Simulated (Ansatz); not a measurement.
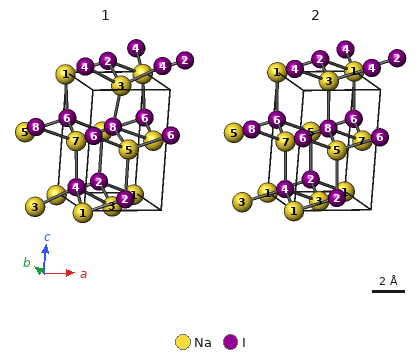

Two geometries of a crystal of NaI (built on the zincblende type), drawn at one scale. One is the start of a relaxation, the other its converged end. A ball-and-stick model of the cell of the calculation, reduced to other axes, seen slightly off an axis. Lengths and directions refer to the drawn axes.

Computed with Ansatz, DFT, PBEsol, plane waves, PAW. Settings: plane-wave cutoff 420 eV; k-point mesh 4 × 4 × 4; occupations fermi dirac; smearing width 0.05 eV; no spin polarisation; cell and atoms relaxed; force threshold 0.01 eV/Å; at most 120 steps.

> Which of the two is the end point?

Structure 2 is the relaxed one. Case: shaken. After 4 accepted moves (5 points after the start) the energy has fallen by 52.9 meV per atom. Largest force component: 0.9 eV/Å at the start, 0.0041 eV/Å at the end. The pressure goes from 0.49 to 0.01 GPa. The SCF was repeated once at an unchanged geometry on a basis and grid sized afresh for the cell, which shifted the energy by less than 0.05 meV per atom at most. The largest move relative to the cell is that of I8, 0.37 Å roughly along [3 −2 −1]. Largest moves by element: I 0.37 Å, Na 0.35 Å. Cell: a 5.013 → 4.999 Å (−0.3 %), b 8.584 → 8.642 Å (+0.7 %), c 8.669 → 8.633 Å (−0.4 %), α 109.7° → 109.4°, β 90.9° → 90.3°, γ 90.5° → 90.3°. Volume +0.2 %. Among the contacts that change: Na7–I8 2.708 → 3.058 Å, Na3–I8 2.744 → 3.059 Å, I2–Na3 3.353 → 3.057 Å, Na3–I4 3.283 → 3.055 Å. Among the angles between lasting bonds that change: I4–Na3–I8 128.8° → 109.1°, Na3–I8–Na7 125.3° → 109.2°, Na5–I8–Na7 96.5° → 109.2°. The space group stays P1 (No. 1).
